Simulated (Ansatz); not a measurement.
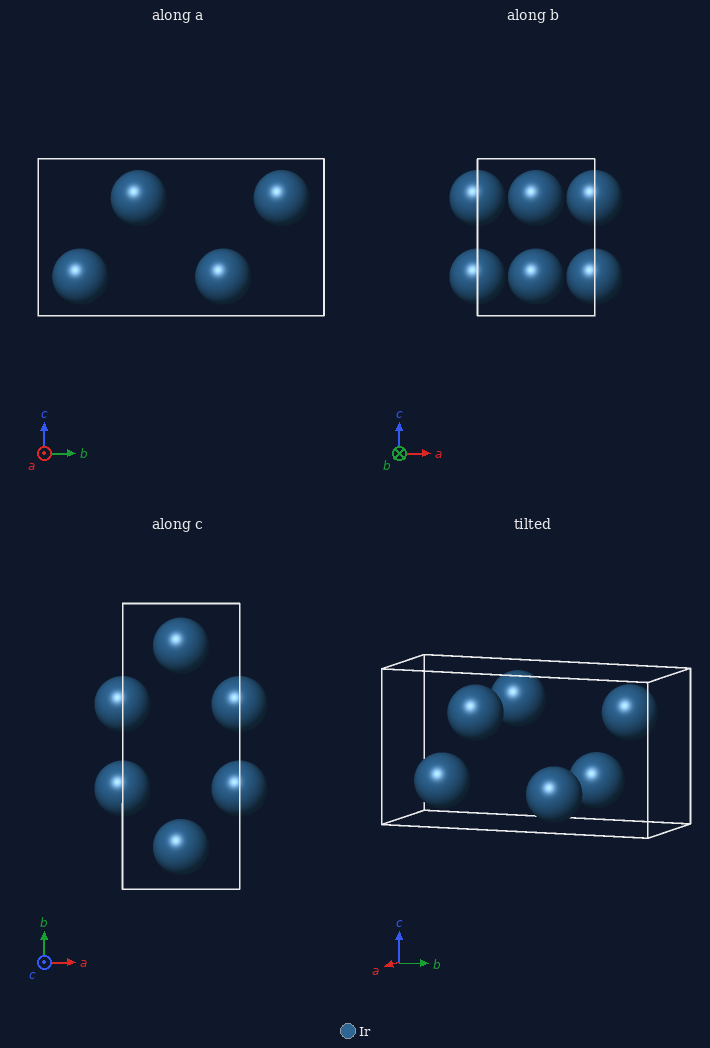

The figure gives a spheres-only picture of the atoms, viewed along the a axis, along the b axis, along the c axis and slightly off an axis. Lines trace the edges of the conventional unit cell.

Lattice parameters: a = 2.7252 Å, b = 6.6585 Å, c = 3.6581 Å, α = 90.000°, β = 90.000°, γ = 90.000°.

Question: Write down what is shown as a CIF in P1 with every atom of the cell, with free fractional coordinates to two decimals.

Answer:
```cif
data_structure
_symmetry_space_group_name_H-M 'P 1'
_symmetry_Int_Tables_number 1
_cell_length_a 2.7252
_cell_length_b 6.6585
_cell_length_c 3.6581
_cell_angle_alpha 90.000
_cell_angle_beta 90.000
_cell_angle_gamma 90.000
_cell_volume 66.38
loop_
_atom_site_label
_atom_site_type_symbol
_atom_site_fract_x
_atom_site_fract_y
_atom_site_fract_z
_atom_site_occupancy
Ir1 Ir 0.50 0.85 0.75 1
Ir2 Ir 0.00 0.65 0.25 1
Ir3 Ir 0.00 0.35 0.75 1
Ir4 Ir 0.50 0.15 0.25 1
```

Its origin is a structure type filled with this element by a generator (whether the element takes this form wasn't checked). Earlier steps of the study may have refined or changed the cell and positions. A calculation with Ansatz used it as input.

At this level of theory the cell isn't at rest (stretched, at -10 GPa), so its distances can differ from those at equilibrium, the more so the softer the solid.
